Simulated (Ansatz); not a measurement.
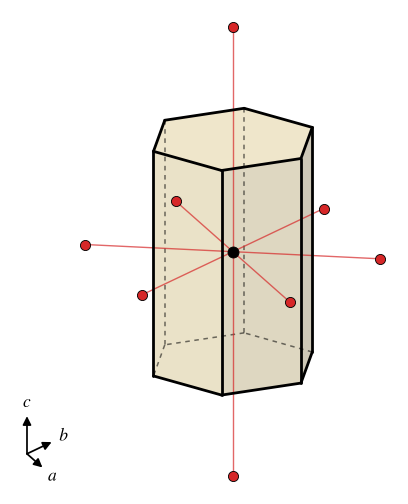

Crystal: Ir, the input geometry of an electronic-structure calculation (not necessarily at equilibrium); the starting structure was generated, so it need not be a known form of this composition. The Wigner–Seitz cell of the crystal's lattice, with lines to the lattice points that define its faces. Symmetry computed with spglib at a tolerance of 0.002 Å; standard conventional cell.

a = 2.757 Å, b = 2.757 Å, c = 4.470 Å, α = 90.00°, β = 90.00°, γ = 120.00°; lattice centring P.

Question: Describe the polyhedron.

Answer: A hexagonal prism: 8 faces (6 with 4 edges, 2 with 6 edges), 18 edges, 12 vertices. Its volume is that of the primitive cell, 29.4 Å³.

Question: Which lattice vectors do the faces bisect?

Answer:
| example | length (Å) | faces | edges of each | area (Å²) |
| --- | --- | --- | --- | --- |
| a + b | 2.76 | 6 | 4 | 7.1 |
| c | 4.47 | 2 | 6 | 6.6 |
